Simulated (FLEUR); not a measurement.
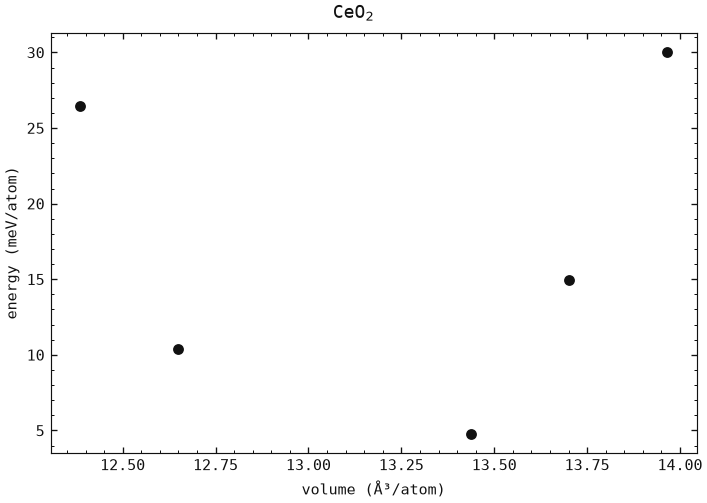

The plot gives the computed energy against volume for CeO₂, space group Fm-3m (No. 225).

Cell as given: a = 3.824 Å, b = 3.824 Å, c = 3.824 Å, α = 60.00°, β = 60.00°, γ = 60.00°; 3 atoms.

How it was computed, with FLEUR MaX-R8.1 (later development tree): all-electron LAPW DFT, collinear spins; energies at scaled volumes of the given cell, shape and fractions fixed, counted from the fit's minimum, third-order Birch-Murnaghan fit. Level: PBEsol, collinear spin.

k mesh 9×9×9; occupations Fermi–Dirac; smearing width 0.05 eV; potentials all electron; program settings basis FLAPW, kmax 4.59 1/bohr.

The points at volume 12.91 Å³/atom and 13.18 Å³/atom are left out of the plot. What values does the calculation give there?

```
volume (Å³/atom)  energy (meV/atom)
           12.91               1.72
           13.18               0.22
```

Keep in mind: may lie on a higher state.
